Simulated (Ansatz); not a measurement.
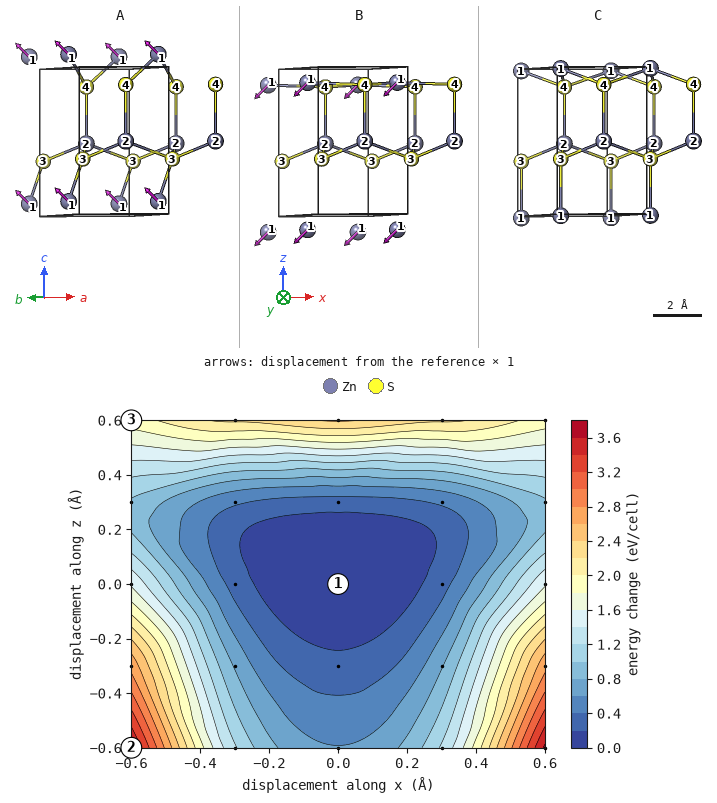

A scan of crystalline ZnS (P6_3mc): Zn1 (one in each cell of 4 atoms) is moved over the plane of the Cartesian directions x and z, all else fixed. The map is interpolated between the computed points (dots). The frames are shuffled; each belongs to one numbered point. Style: ball-and-stick. Shown: the cell of the calculation, repeated 2 × 2 × 1 with one cell outlined, nearly along the normal of the scanned plane. Purple arrows: displacements from the reference.

Method: DFT PBE, scalar-relativistic, plane waves, PAW in Ansatz 0.2.0. Settings: plane-wave cutoff 420 eV; k-point mesh 12 × 12 × 6; occupations fermi dirac; smearing width 0.02 eV; no spin polarisation. Energies (free energies at the smearing named) are counted from the cell as listed in its source, which wasn't relaxed.

### Which frame belongs to which numbered point?

Point 1 is frame C, at (0.00, 0.00) and 0.00 eV/cell; 2 is frame B, at (−0.60, −0.60) and 3.64 eV/cell; 3 is frame A, at (−0.60, 0.60) and 1.90 eV/cell. In pairs of (displacement along x (Å); displacement along z (Å)): the lowest computed point lies at (0.00, 0.00) (0.00 eV/cell), the highest at (−0.60, −0.60), (0.60, −0.60) (3.64 eV/cell).
